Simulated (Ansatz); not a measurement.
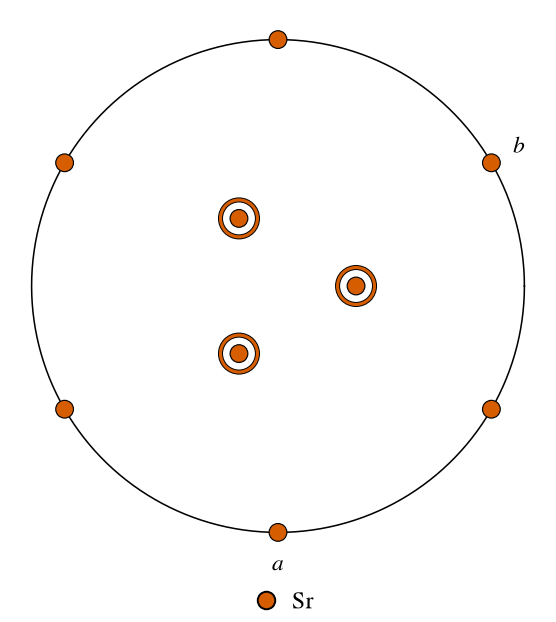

For Sr, the geometry relaxed with Ansatz 0.2.0, DFT PBEsol, scalar-relativistic, plane waves, PAW: directions from one strontium atom at (1/3, 2/3, 1/4) to its bonded neighbours, in stereographic projection down c (filled: above the plane of the page or in it, open: below). Geometry calculated from the standardised cell; symmetry tolerance 0.002 Å.

Neighbours are counted up to 4.70 Å for Sr.

```cif
data_structure
_symmetry_space_group_name_H-M 'P 1'
_symmetry_Int_Tables_number 1
_cell_length_a 4.1945
_cell_length_b 4.1945
_cell_length_c 6.8785
_cell_angle_alpha 90.000
_cell_angle_beta 90.000
_cell_angle_gamma 120.000
_cell_volume 104.81
loop_
_atom_site_label
_atom_site_type_symbol
_atom_site_fract_x
_atom_site_fract_y
_atom_site_fract_z
_atom_site_occupancy
Sr1 Sr 0.33333 0.66667 0.25000 1
Sr2 Sr 0.66667 0.33333 0.75000 1
```

Question: How many neighbours are there, and at what angles?

Answer: 12: 6 Sr at 4.19 Å, 6 Sr at 4.21 Å. Angles between bonds: 60° (24×), 90° (12×), 110° (3×), 120° (18×), 147° (6×), 180° (3×).

Question: What is the site's symmetry in the crystal?

Answer: Point group -6m2 (D3h), order 12: one −6 axis, three twofold axes, four mirror planes. In P6_3/mmc (No. 194) this is Wyckoff position 2c.
